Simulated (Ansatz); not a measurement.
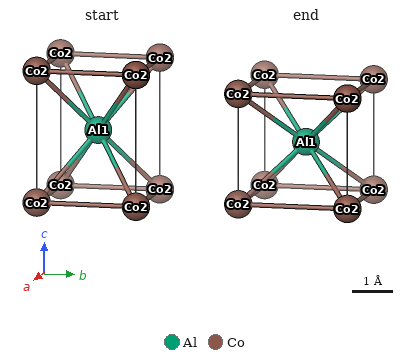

The structure of a crystal of AlCo (built on the CuAu (L1_0)_123 type) (coarse preliminary run) before (left) and after (right) a relaxation, at one scale.

Style: ball-and-stick. Shown: the cell of the calculation, slightly off an axis.

Case: CuAu (L1_0) type (P4/mmm, No. 123).

Computed with DFT PBE, scalar-relativistic, plane waves, PAW (Ansatz).

Input
```yaml
crystal:
  lattice:
    - [2.5967645682, 0.0, 0.0]
    - [0.0, 2.5967645682, 0.0]
    - [0.0, 0.0, 3.4036164162]
  atoms:
    - { symbol: Al, position: [0.5, 0.5, 0.5] }
    - { symbol: Co, position: [0.0, 0.0, 0.0], spin: 0.22 }
basis:
  ecutwfc: 420
kpoints:
  mp_grid: { grid: [6, 6, 6] }
hamiltonian:
  xc: pbe
scf:
  occupations: { method: gaussian, width: 0.1 }
  lower_state_search: "off"
output:
  forces: true
  stress: true
  eigenvalues: true
  populations: true
magnetization:
  spin_polarized: true
relax:
  adjacent_minimum: "off"
  f_tol: 0.04
  max_steps: 70
  cell: { stress_tol: 0.4 }
```

Launched with:
```bash
ansatz run input.yaml --threads 1 --pin off --max-ram 2560MiB --backend cpu --events-out ev --progress --plain --runs-dir out
```

Q: Summarise the run.

A: After 7 accepted moves (9 points after the start) the energy has fallen by 163 meV per atom. All forces vanish by symmetry, so only the cell relaxes. Pressure: 7.00 GPa at the start and 0.03 GPa at the end. The SCF was repeated twice at an unchanged geometry on a basis and grid sized afresh for the cell, which shifted the energy by 5.8 meV per atom at most. The atoms keep their places relative to the cell (all moves are under 0.005 Å). The drawn cell changes as follows: a = b 2.597 → 2.854 Å (+9.9 %), c 3.404 → 2.852 Å (−16.2 %); the volume changes by +1.2 %. Near-neighbour distances that change, for instance: Co2–Co2 2.597 → 2.854 Å, Al1–Al1 2.597 → 2.854 Å, Al1–Co2 2.504 → 2.471 Å. The space group (tolerance 0.01 Å) goes from P4/mmm (No. 123) to Pm-3m (No. 221). The program noted that the starting moments weren't kept. The run may lie on a higher electronic state than the lowest, so the end point isn't shown to be the ground-state structure. Cost: 35 s on 1 thread of Intel(R) Xeon(R) Platinum 8259CL CPU @ 2.50GHz (Skylake/Cascade Lake) (shared host), peak memory 0.35 GiB.

Limits of the set-up: the k-point mesh is coarse for a cell with partly filled bands.
